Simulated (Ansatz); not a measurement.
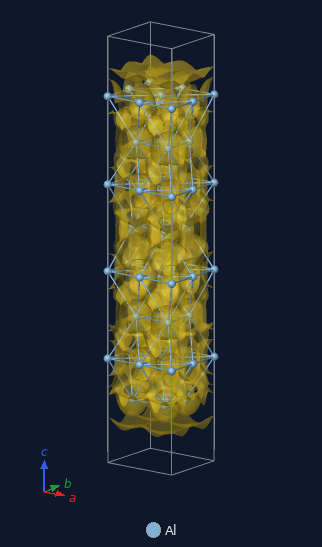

Figure 1: Al (slab). Isosurface of the ELF at 0.55 (yellow), seen slightly off an axis. Only the valence region is drawn (cores and ρ < 0.01 e/Å³ removed). Sticks mark near contacts.

Computed with DFT r2SCAN, scalar-relativistic, plane waves, PAW in Ansatz.

Core electrons are frozen (PAW), and the valence fields are smoothed inside the atomic spheres.

Identify the bonds, lone pairs and shells in this picture.

The ELF exceeds this value in sheets that run through the cell in two directions, counted in one cell of 8 atoms. Counts are for one cell; the picture repeats the cell along the surface. There are no localised bonds or lone pairs at this value.

Values along the shortest contacts:
Al–Al (2.82 Å): the ELF peaks at about 0.60 between the atoms. Al–Al (2.87 Å): the ELF peaks at about 0.60 between the atoms.
